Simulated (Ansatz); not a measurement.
Input

```
crystal:
  lattice:
    - [2.9075446931, 0.0, 0.0]
    - [-1.4537723466, 2.5180075669, 0.0]
    - [0.0, 0.0, 21.4935258482]
  atoms:
    - { symbol: Ti, position: [0.6666666667, 0.3333333333, 0.1861025514] }
    - { symbol: Ti, position: [0.3333333333, 0.6666666667, 0.2906380206] }
    - { symbol: Ti, position: [0.0, 0.0, 0.3951667078] }
    - { symbol: H, position: [0.0, 0.0, 0.4914747782], spin: 1.0 }
basis:
  ecutwfc: 420
kpoints:
  mp_grid: { grid: [9, 9, 1] }
hamiltonian:
  xc: pbe
  pseudopotentials: { kind: paw, azcp: { folder: soft_1 } }
scf:
  occupations: { method: gaussian, width: 0.1 }
output:
  forces: true
  eigenvalues: true
  populations: true
  write_density: true
  write_potential: true
  elf: true
  volumetric_format: npy
magnetization:
  spin_polarized: true
efield:
  axis: 3
  dipole_correction: true
  ramp_width: 0.04
```

Run with:

```sh
ansatz run input.yaml --threads 1 --pin off --max-ram 3072MiB --backend cpu --events-out ev --progress --plain --runs-dir out
```

A point of a scan over the structure, not its minimum; not relaxed (largest force 1.9 eV/Å); the SCF solution may not be the lowest one; PAW files of the earlier set (soft_1); spin-polarised.

Level of theory: DFT PBE, scalar-relativistic, plane waves, PAW (Ansatz 0.2.0).

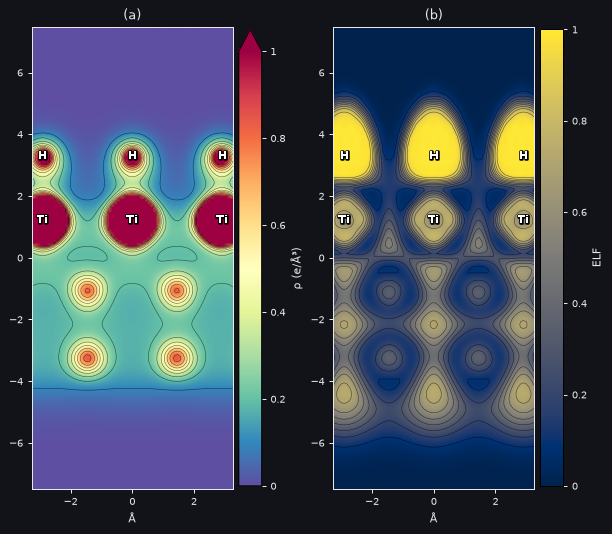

Ti$_{3}$H (slab). (a) valence pseudo-density; (b) ELF on the (010) plane of the calculation cell, a cut from vacuum to vacuum.

Q: Interpret the plot.

A: The plane passes through Ti and H nuclei.
Atoms just off the plane (Ti, 0.8 Å away) can leave unmarked features too.
Ti–H (2.07 Å): ρ is about 0.42 e/Å³ halfway; the ELF climbs to about 1 towards the hydrogen.
Ti–Ti (2.91 Å): ρ at the midpoint is about 0.2 e/Å³; the ELF is about 0.30 at the midpoint.
The density dies away to nearly zero in the vacuum.
The features right at Ti lie inside the PAW spheres, where the map follows smoothed inner orbitals and isn't to be read closely.
